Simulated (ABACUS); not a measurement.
## Energy of Br along an even scaling of the cell

System: Br (1 atom in the cell).
Method: Kohn-Sham DFT of a periodic cell, PBE, PseudoDojo NC SR 0.4.1 PBE standard, no spin polarisation (ABACUS 3.10.1).

The 7 runs differ only in the geometry, by an even scaling of the cell at fixed fractional positions. The structure derives from a Materials Project entry.

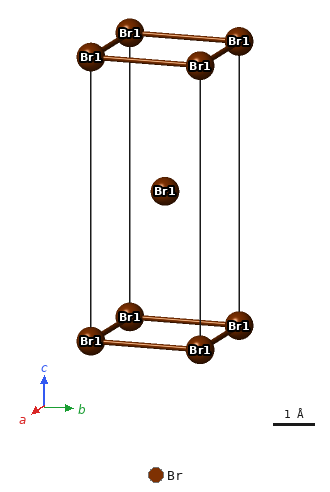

Figure 1. The structure of run 4 (ball-and-stick view of the cell 2 times as large as that of the calculation, set on its symmetry axes, seen slightly off an axis; atoms are numbered from 1 in the order of the input).

### The input of run 4
```
INPUT_PARAMETERS
suffix              Br
calculation         scf
basis_type          pw
pseudo_dir          ./
symmetry            1
dft_functional      pbe
ecutwfc             47
pseudo_rcut         10
nspin               1
nbands              8
ks_solver           dav
smearing_method     fd
smearing_sigma      0.00367493
scf_thr             1e-08
scf_nmax            100
mixing_type         broyden
mixing_beta         0.7
cal_force           1
cal_stress          1
kpar                4
```

### File STRU of run 4
```
ATOMIC_SPECIES
Br 79.9040 Br.upf

LATTICE_CONSTANT
1.8897261246

LATTICE_VECTORS
-1.4234917050 1.4234917050 3.5775173700
1.4234917050 -1.4234917050 3.5775173700
1.4234917050 1.4234917050 -3.5775173700

ATOMIC_POSITIONS
Direct

Br
0.0
1
0.0000000000 0.0000000000 0.0000000000 1 1 1
```

### File KPT of run 4
```
K_POINTS
0
Gamma
13 13 13 0 0 0
```

Command:
```bash
OMP_NUM_THREADS=1 mpirun -np 4 abacus > log
```

Lattice vectors (Å) and fractional positions of run 4:
```
  -1.423492    1.423492    3.577517
   1.423492   -1.423492    3.577517
   1.423492    1.423492   -3.577517
Br  0.000000  0.000000  0.000000
```

Run 6 differs from it as follows:
```diff
--1.4234917050 1.4234917050 3.5775173700
-1.4234917050 -1.4234917050 3.5775173700
-1.4234917050 1.4234917050 -3.5775173700
+-1.4422240072 1.4422240072 3.6245953657
+1.4422240072 -1.4422240072 3.6245953657
+1.4422240072 1.4422240072 -3.6245953657
```

### Results, with one run withheld

| run | volume per atom (Å³) | free energy per atom, from the lowest run given (meV) | pressure (GPa) |
| --- | --- | --- | --- |
| 1 | 27.257 | 32.84 | 4.17 |
| 2 | 27.837 | 19.66 | 3.13 |
| 3 | 28.417 | 10.05 | 2.20 |
| 4 | 28.997 | 3.62 | 1.37 |
| 5 | 29.577 | 0.00 | 0.64 |
| 6 | 30.157 | ? | ? |
| 7 | 30.737 | 0.01 | −0.59 |

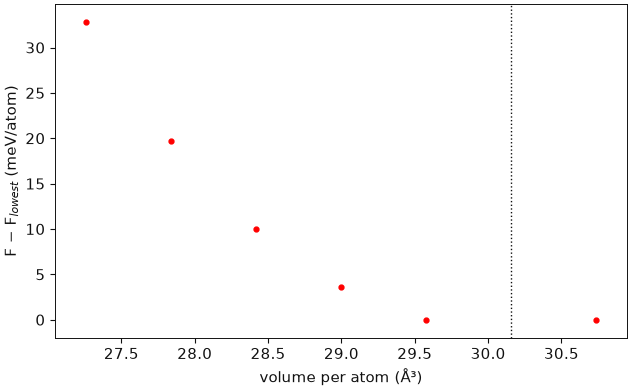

Figure 2. Free energy per atom of the runs given; the dotted line marks run 6.

What should run 6 give?

A cubic polynomial in V^(−2/3) (the Birch–Murnaghan form), fitted to the 6 runs given, misses them by under 0.01 meV per atom. With x = V^(−2/3) − 0.10652 Å⁻², it reads F = 5.8416 + 4278.8 x + 6.698e+05 x² + 3.4462e+06 x³ (meV per atom). At run 6 it gives −1.11 meV per atom, and the run itself gives −1.11. The slope of the fit gives a pressure −dF/dV of −0.01 GPa there, and the run prints −0.02 GPa. The fit has its minimum at 30.145 Å³ per atom, where V d²F/dV² gives 32 GPa. Cell shape and fractional positions are held, so this is the stiffness under even scaling; the relaxed bulk modulus wasn't computed and can be far lower in a crystal of layers, chains or molecules like this one.

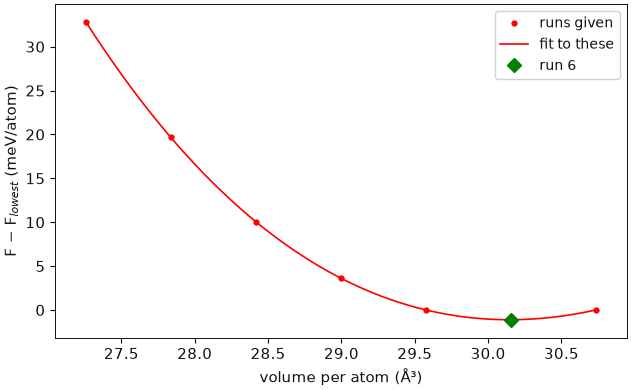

Figure 3. The fit and the withheld run.

### Some lines of the output (run 6)
```
[...]
                          Volume (Bohr^3) = 203.508
                             Volume (A^3) = 30.1567
 E_Fermi        0.2487851779         3.3848959974
 E_Fermi        0.2360830427         3.2120745822
 E_Fermi        0.2328552331         3.1681579787
 E_Fermi        0.2328203146         3.1676828883
 E_KS(sigma->0) -31.4519625807       -427.9259043806
 E_Fermi        0.2327678904         3.1669696208
 final etot is -427.92837912 eV
 EFERMI = 3.1669696208 eV
 TOTAL-PRESSURE: -0.159376 KBAR
 !FINAL_ETOT_IS -427.9283791233628449 eV
```

Notes: The cell holds an odd number of electrons but the run has no spin polarisation, so it comes out as a metal.
